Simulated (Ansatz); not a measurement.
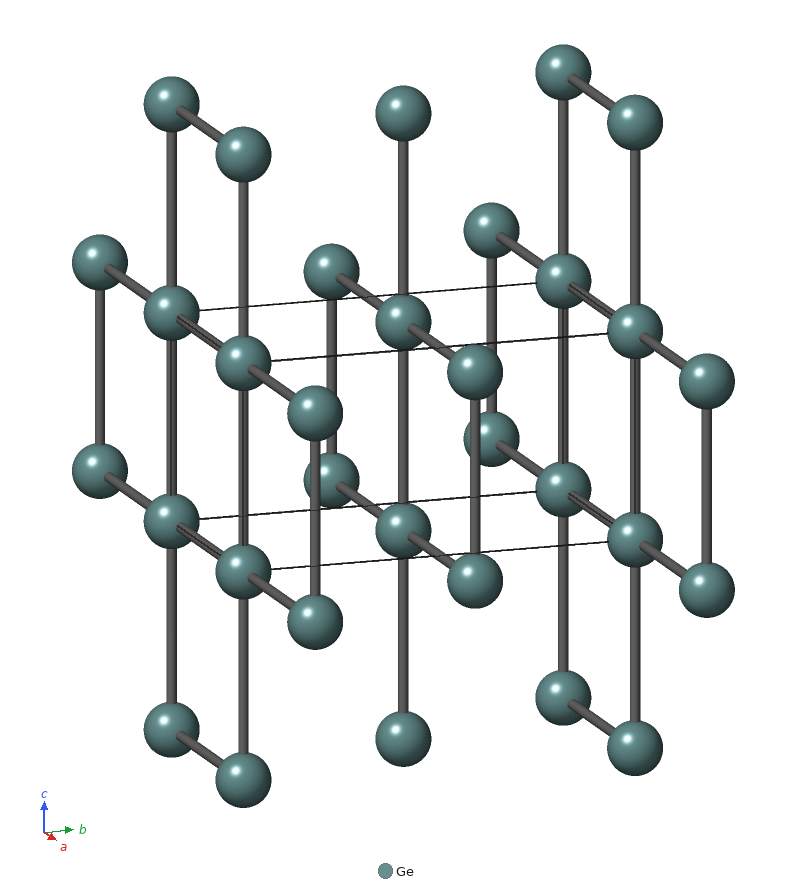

Ge, space group Cmmm (No. 65), a = 2.794 Å, b = 5.201 Å, c = 2.698 Å, α = 90.00°, β = 90.00°, γ = 90.00°. We look at a ball-and-stick model of the crystal slightly off an axis. The conventional unit cell is outlined; an atom on or near a face, edge or corner is repeated at each equivalent position. Every bond is drawn to its end, so some atoms lie outside the box. This one geometry was run with four functionals. The cell is a structure listed in the Materials Project. This isn't the form of Ge at room conditions, which is diamond.

Alike in all runs: Ansatz 0.2.0; potentials Ansatz PAW; cutoff 420 eV; k mesh 6 × 6 × 6 on the run's cell of 1 atom; occupations fermi-dirac, width 0.05 eV; no spin polarisation; no spin-orbit coupling. All runs are metallic.

| level | pressure (GPa) |
| --- | --- |
| HSE06 | -3.1 |
| LDA | -5.7 |
| PBEsol | -4.1 |
| PBE0 | ? |

Question: Fill in the row of PBE0.

Answer: Pressure -3.3 GPa. That is between PBEsol and HSE06 in pressure.

Question: Order the levels by the equilibrium volume that these pressures point to, smallest first.

Answer: LDA (-5.7 GPa), PBEsol (-4.1 GPa), PBE0 (-3.3 GPa), HSE06 (-3.1 GPa). A higher pressure at one volume points to a larger equilibrium volume, as long as the bulk moduli are alike; rows a few tenths of a GPa apart can't be told apart.

Notes on single rows: HSE06 and PBE0: the k mesh is coarse (spacing up to 0.43 Å⁻¹), so the values aren't converged, least of all with exact exchange; HSE06, LDA, PBEsol and PBE0: the k mesh is coarse (spacing up to 0.43 Å⁻¹), so the values aren't converged.

Caveat: rows whose functional differs from that of their potentials carry a shift in pressure and volume, which can reorder them.
